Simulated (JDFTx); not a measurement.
Run report: SnO, geometry relaxation (part 1 of 4)

The run: geometry relaxation of SnO (4 atoms in the cell). Method and program: Kohn-Sham DFT of a periodic cell, r2SCAN, SG15-PBE-1.2, no spin polarisation (JDFTx 1.7.0 (patched build)).

The structure derives from a Materials Project entry.

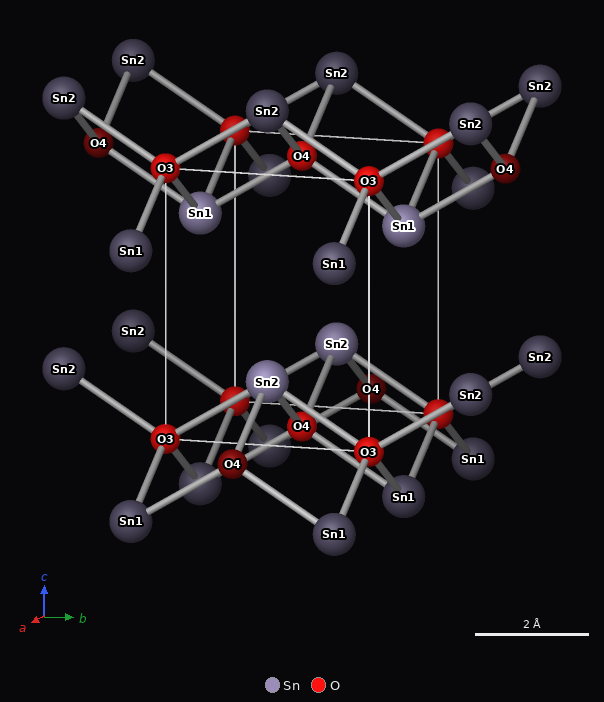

Figure 1. The structure as given in the input (ball-and-stick view of the cell of the calculation, seen slightly off an axis; neighbours outside the cell are drawn fainter; atoms are numbered from 1 in the order of the input). An atom can appear more than once, as a periodic image. Near neighbours in the periodic cell (some may lie outside the picture): Sn has 4 O at 2.23 Å; O has 4 Sn at 2.23 Å.

**Input**
```
lattice \
    3.8136952200     0.0000000000     0.0000000000 \
    0.0000000000     3.8136952200     0.0000000000 \
    0.0000000000     0.0000000000     4.8869133000
latt-scale 1.889726124626 1.889726124626 1.889726124626
coords-type Lattice
ion Sn     0.5000000000     0.0000000000     0.7646261400 1
ion Sn     0.0000000000     0.5000000000     0.2353738600 1
ion O      0.0000000000     0.0000000000     0.0000000000 1
ion O      0.5000000000     0.5000000000     0.0000000000 1

ion-species pseudo/Sn.upf
ion-species pseudo/O.upf
elec-cutoff 50 400
elec-ex-corr mgga-x-r2scan mgga-c-r2scan
kpoint-folding 3 3 2
elec-smearing Fermi 0.0018374661
elec-n-bands 27
electronic-SCF nIterations 100 energyDiffThreshold 1e-09
electronic-minimize nIterations 30 energyDiffThreshold 1e-7
forces-output-coords Cartesian
lattice-minimize nIterations 40 energyDiffThreshold 1e-6

dump-name run.$VAR
dump End Ecomponents EigStats BandEigs Kpoints Forces Stress ElecDensity KEdensity
```

Launched with:
```bash
jdftx -c 1 -i SnO.in -o SnO.out
```

**What the program printed**
```
*************** JDFTx 1.7.0 (patched build) ***************

Input parsed successfully to the following command list (including defaults):
[... the input with its defaults ...]

---------- Setting up symmetries ----------

Found 16 point-group symmetries of the bravais lattice
Found 16 space-group symmetries with basis
Applied RMS atom displacement 0 bohrs to make symmetries exact.

---------- Initializing the Grid ----------
R =
[      7.20684            0            0  ]
[            0      7.20684            0  ]
[            0            0      9.23493  ]
unit cell volume = 479.649
G =
[   0.871836          0          0  ]
[          0   0.871836          0  ]
[          0          0   0.680372  ]
Minimum fftbox size, Smin = [  68  68  84  ]
Chosen fftbox size, S = [  70  70  84  ]

---------- Initializing tighter grid for wavefunction operations ----------
R =
[      7.20684            0            0  ]
[            0      7.20684            0  ]
[            0            0      9.23493  ]
unit cell volume = 479.649
G =
[   0.871836          0          0  ]
[          0   0.871836          0  ]
[          0          0   0.680372  ]
Minimum fftbox size, Smin = [  48  48  60  ]
Chosen fftbox size, S = [  48  48  60  ]

---------- Exchange Correlation functional ----------
Initialized LibXC exchange functional 'Re-regularized SCAN exchange by Furness et al'
Initialized LibXC correlation functional 'Re-regularized SCAN correlation by Furness et al'

---------- Setting up pseudopotentials ----------
Width of ionic core gaussian charges (only for fluid interactions / plotting) set to 0

Reading pseudopotential file 'pseudo/Sn.upf':
  'Sn' pseudopotential, 'PBE' functional
  Generated using ONCVPSP code by D. R. Hamann
  14 valence electrons, 0 orbitals, 6 projectors, 602 radial grid points, with lMax = 2
  Core radius for overlap checks: 2.76 bohrs.

Reading pseudopotential file 'pseudo/O.upf':
  'O' pseudopotential, 'PBE' functional
  Generated using ONCVPSP code by D. R. Hamann
  6 valence electrons, 0 orbitals, 4 projectors, 602 radial grid points, with lMax = 1
  Core radius for overlap checks: 1.29 bohrs.

Initialized 2 species with 4 total atoms.

Folded 1 k-points by 3x3x2 to 18 k-points.

---------- Setting up k-points, bands, fillings ----------
Reduced to 6 k-points under symmetry.
Computing the number of bands and number of electrons
Calculating initial fillings.
nElectrons:  40.000000   nBands: 27   nStates: 6

----- Setting up reduced wavefunction bases (one per k-point) -----
average nbasis = 8108.167 , ideal nbasis = 8099.761

---------- Setting up ewald sum ----------
Optimum gaussian width for ewald sums = 2.478608 bohr.
Real space sum over 1089 unit cells with max indices [  5  5  4  ]
Reciprocal space sum over 2535 terms with max indices [  6  6  7  ]

---------- Allocating electronic variables ----------
Initializing wave functions:  (No orbitals for LCAO)  bandwidth-limited random numbers

--------- Lattice Minimization ---------

Setting the auxilliary hamiltonian equal to the subspace hamiltonian.

-------- Electronic minimization -----------
Will mix electronic and kinetic density at each iteration.
	FillingsUpdate:  mu: +1.609139970  nElectrons: 40.000000
	FillingsUpdate:  mu: -0.252932860  nElectrons: 40.000000
SCF: Cycle:  0   F: -128.727504446184582   dF: -3.718e+01   |Residual|: 5.055e+00   |deigs|: 1.586e+00
	FillingsUpdate:  mu: -0.230670936  nElectrons: 40.000000
SCF: Cycle:  1   F: -144.151340064939319   dF: -1.542e+01   |Residual|: 9.180e+00   |deigs|: 2.765e-01
	FillingsUpdate:  mu: -0.461614915  nElectrons: 40.000000
SCF: Cycle:  2   F: -141.487744820781103   dF: +2.664e+00   |Residual|: 1.669e+01   |deigs|: 4.544e-01
	FillingsUpdate:  mu: -0.050518460  nElectrons: 40.000000
SCF: Cycle:  3   F: -144.828549048457035   dF: -3.341e+00   |Residual|: 1.473e+01   |deigs|: 6.281e-01
	FillingsUpdate:  mu: +0.100000000  nElectrons: 40.000000
SCF: Cycle:  4   F: -149.566339926009590   dF: -4.738e+00   |Residual|: 9.053e+00   |deigs|: 5.437e-01
	FillingsUpdate:  mu: +0.274460730  nElectrons: 40.000000
SCF: Cycle:  5   F: -150.349905966339691   dF: -7.836e-01   |Residual|: 7.309e+00   |deigs|: 1.039e-01
	FillingsUpdate:  mu: +0.483194777  nElectrons: 40.000000
SCF: Cycle:  6   F: -150.165094063290752   dF: +1.848e-01   |Residual|: 2.552e+00   |deigs|: 3.781e-01
	FillingsUpdate:  mu: +0.410945770  nElectrons: 40.000000
SCF: Cycle:  7   F: -151.737766035801826   dF: -1.573e+00   |Residual|: 1.847e+00   |deigs|: 7.229e-02
	FillingsUpdate:  mu: +0.369526013  nElectrons: 40.000000
SCF: Cycle:  8   F: -151.468009885496997   dF: +2.698e-01   |Residual|: 3.266e+00   |deigs|: 9.051e-02
	FillingsUpdate:  mu: +0.379245086  nElectrons: 40.000000
SCF: Cycle:  9   F: -151.485906122995829   dF: -1.790e-02   |Residual|: 2.828e+00   |deigs|: 3.774e-02
	FillingsUpdate:  mu: +0.374080640  nElectrons: 40.000000
SCF: Cycle: 10   F: -151.287308564508265   dF: +1.986e-01   |Residual|: 2.341e+00   |deigs|: 1.922e-02
	FillingsUpdate:  mu: +0.400010861  nElectrons: 40.000000
SCF: Cycle: 11   F: -151.633885889652873   dF: -3.466e-01   |Residual|: 1.385e+00   |deigs|: 3.700e-02
	FillingsUpdate:  mu: +0.410836339  nElectrons: 40.000000
SCF: Cycle: 12   F: -151.812123187873539   dF: -1.782e-01   |Residual|: 8.009e-01   |deigs|: 2.029e-02
	FillingsUpdate:  mu: +0.426686630  nElectrons: 40.000000
SCF: Cycle: 13   F: -151.913209217891904   dF: -1.011e-01   |Residual|: 6.010e-02   |deigs|: 2.804e-02
	FillingsUpdate:  mu: +0.426859212  nElectrons: 40.000000
SCF: Cycle: 14   F: -151.911105856672009   dF: +2.103e-03   |Residual|: 1.519e-01   |deigs|: 2.808e-03
	FillingsUpdate:  mu: +0.425879660  nElectrons: 40.000000
SCF: Cycle: 15   F: -151.913271366795897   dF: -2.166e-03   |Residual|: 8.164e-02   |deigs|: 2.458e-03
	FillingsUpdate:  mu: +0.425191780  nElectrons: 40.000000
SCF: Cycle: 16   F: -151.913752659299035   dF: -4.813e-04   |Residual|: 1.594e-02   |deigs|: 2.133e-03
	FillingsUpdate:  mu: +0.425162952  nElectrons: 40.000000
SCF: Cycle: 17   F: -151.913785070763709   dF: -3.241e-05   |Residual|: 4.067e-03   |deigs|: 6.109e-04
	FillingsUpdate:  mu: +0.425251696  nElectrons: 40.000000
SCF: Cycle: 18   F: -151.913786238374513   dF: -1.168e-06   |Residual|: 3.012e-03   |deigs|: 1.569e-04
	FillingsUpdate:  mu: +0.425333254  nElectrons: 40.000000
SCF: Cycle: 19   F: -151.913786852355486   dF: -6.140e-07   |Residual|: 1.975e-03   |deigs|: 1.953e-04
	FillingsUpdate:  mu: +0.425311800  nElectrons: 40.000000
SCF: Cycle: 20   F: -151.913787139767123   dF: -2.874e-07   |Residual|: 4.456e-04   |deigs|: 2.769e-05
	FillingsUpdate:  mu: +0.425332228  nElectrons: 40.000000
SCF: Cycle: 21   F: -151.913787183880856   dF: -4.411e-08   |Residual|: 2.126e-04   |deigs|: 3.022e-05
	FillingsUpdate:  mu: +0.425337184  nElectrons: 40.000000
SCF: Cycle: 22   F: -151.913787195963181   dF: -1.208e-08   |Residual|: 6.781e-05   |deigs|: 8.017e-06
	FillingsUpdate:  mu: +0.425339076  nElectrons: 40.000000
SCF: Cycle: 23   F: -151.913787197677152   dF: -1.714e-09   |Residual|: 7.053e-05   |deigs|: 5.099e-06
	FillingsUpdate:  mu: +0.425339901  nElectrons: 40.000000
SCF: Cycle: 24   F: -151.913787198363707   dF: -6.866e-10   |Residual|: 1.991e-05   |deigs|: 1.546e-06
	FillingsUpdate:  mu: +0.425340496  nElectrons: 40.000000
SCF: Cycle: 25   F: -151.913787198490155   dF: -1.264e-10   |Residual|: 1.299e-05   |deigs|: 5.676e-07
SCF: Converged (|Delta E|<1.000000e-09 for 2 iters).

Setting wave functions to eigenvectors of Hamiltonian
# Lattice vectors:
R =
[      7.20684            0            0  ]
[            0      7.20684            0  ]
[            0            0      9.23493  ]
unit cell volume = 479.649

# Strain tensor in Cartesian coordinates:
[            0            0            0  ]
[            0            0            0  ]
[            0            0            0  ]

# Stress tensor in Cartesian coordinates [Eh/a0^3]:
[  1.40374e-05            0            0  ]
[            0  1.40374e-05            0  ]
[            0            0  4.66858e-05  ]

# Ionic positions in lattice coordinates:
ion Sn   0.500000000000000   0.000000000000000   0.764626140000000 1
ion Sn   0.000000000000000   0.500000000000000   0.235373860000000 1
ion O   0.000000000000000   0.000000000000000   0.000000000000000 1
ion O   0.500000000000000   0.500000000000000   0.000000000000000 1

# Forces in Cartesian coordinates:
force Sn  -0.000000000000000   0.000000000000000   0.003583720875237 1
force Sn   0.000000000000000  -0.000000000000000  -0.003583720875237 1
force O  -0.000000000000000   0.000000000000000  -0.000000000000000 1
force O  -0.000000000000000   0.000000000000000  -0.000000000000000 1

# Energy components:
   Eewald =     -117.0597651976335953
       EH =       37.2706142286095314
     Eloc =     -105.0630612257898946
      Enl =      -31.2694183530655820
      Exc =      -21.1049898015982293
       KE =       85.3128331530882349
-------------------------------------
     Etot =     -151.9137871963895350
       TS =        0.0000000021006217
-------------------------------------
        F =     -151.9137871984901551

LatticeMinimize: Iter:   0  F: -151.913787198490155  |grad|_K:  5.946e-03

-------- Electronic minimization -----------
Will mix electronic and kinetic density at each iteration.
	FillingsUpdate:  mu: +0.425340496  nElectrons: 40.000000
	FillingsUpdate:  mu: +0.426202089  nElectrons: 40.000000
SCF: Cycle:  0   F: -151.912827211185345   dF: -1.061e-03   |Residual|: 5.654e-02   |deigs|: 7.048e-05
	FillingsUpdate:  mu: +0.426318744  nElectrons: 40.000000
SCF: Cycle:  1   F: -151.913755038105734   dF: -9.278e-04   |Residual|: 2.707e-02   |deigs|: 1.358e-03
	FillingsUpdate:  mu: +0.426039884  nElectrons: 40.000000
SCF: Cycle:  2   F: -151.913804372822852   dF: -4.933e-05   |Residual|: 1.083e-02   |deigs|: 1.826e-04
	FillingsUpdate:  mu: +0.425967812  nElectrons: 40.000000
SCF: Cycle:  3   F: -151.913816470020976   dF: -1.210e-05   |Residual|: 3.456e-03   |deigs|: 1.705e-04
	FillingsUpdate:  mu: +0.425945209  nElectrons: 40.000000
SCF: Cycle:  4   F: -151.913817663512162   dF: -1.193e-06   |Residual|: 1.455e-03   |deigs|: 6.655e-05
	FillingsUpdate:  mu: +0.425930792  nElectrons: 40.000000
SCF: Cycle:  5   F: -151.913818183526473   dF: -5.200e-07   |Residual|: 9.506e-04   |deigs|: 3.672e-05
	FillingsUpdate:  mu: +0.425923644  nElectrons: 40.000000
SCF: Cycle:  6   F: -151.913818323430519   dF: -1.399e-07   |Residual|: 3.533e-04   |deigs|: 1.363e-05
	FillingsUpdate:  mu: +0.425917388  nElectrons: 40.000000
SCF: Cycle:  7   F: -151.913818382081757   dF: -5.865e-08   |Residual|: 1.704e-04   |deigs|: 1.618e-05
	FillingsUpdate:  mu: +0.425911370  nElectrons: 40.000000
SCF: Cycle:  8   F: -151.913818393279996   dF: -1.120e-08   |Residual|: 8.168e-05   |deigs|: 1.040e-05
	FillingsUpdate:  mu: +0.425909902  nElectrons: 40.000000
SCF: Cycle:  9   F: -151.913818394034251   dF: -7.543e-10   |Residual|: 3.875e-05   |deigs|: 1.362e-06
	FillingsUpdate:  mu: +0.425910285  nElectrons: 40.000000
SCF: Cycle: 10   F: -151.913818394469104   dF: -4.349e-10   |Residual|: 2.051e-05   |deigs|: 1.092e-06
SCF: Converged (|Delta E|<1.000000e-09 for 2 iters).

Setting wave functions to eigenvectors of Hamiltonian
# Lattice vectors:
R =
[      7.20605            0            0  ]
[            0      7.20605            0  ]
[            0            0      9.23155  ]
unit cell volume = 479.368

# Strain tensor in Cartesian coordinates:
[ -0.000109883            0            0  ]
[            0 -0.000109883            0  ]
[            0            0 -0.000365449  ]

# Stress tensor in Cartesian coordinates [Eh/a0^3]:
[  9.19119e-06            0            0  ]
[            0  9.19119e-06            0  ]
[            0            0  3.93176e-05  ]

# Ionic positions in lattice coordinates:
ion Sn   0.500000000000000   0.000000000000000   0.765014201604738 1
ion Sn   0.000000000000000   0.500000000000000   0.234985798395262 1
ion O   0.000000000000000   0.000000000000000   0.000000000000000 1
ion O   0.500000000000000   0.500000000000000   0.000000000000000 1

# Forces in Cartesian coordinates:
force Sn   0.000000000000000   0.000000000000000   0.002691468587826 1
force Sn   0.000000000000000   0.000000000000000  -0.002691468587826 1
force O   0.000000000000000   0.000000000000000  -0.000000000000000 1
force O   0.000000000000000   0.000000000000000  -0.000000000000000 1

# Energy components:
   Eewald =     -117.0304422310583874
       EH =       37.3090892526879614
     Eloc =     -105.1346023830524672
      Enl =      -31.2708525081937907
      Exc =      -21.1069718017966750
       KE =       85.3199612788278756
-------------------------------------
     Etot =     -151.9138183925854833
       TS =        0.0000000018836263
-------------------------------------
        F =     -151.9138183944691036

LatticeMinimize: Iter:   1  F: -151.913818394469104  |grad|_K:  4.574e-03  alpha:  1.000e+00  linmin: -2.642e-01
```
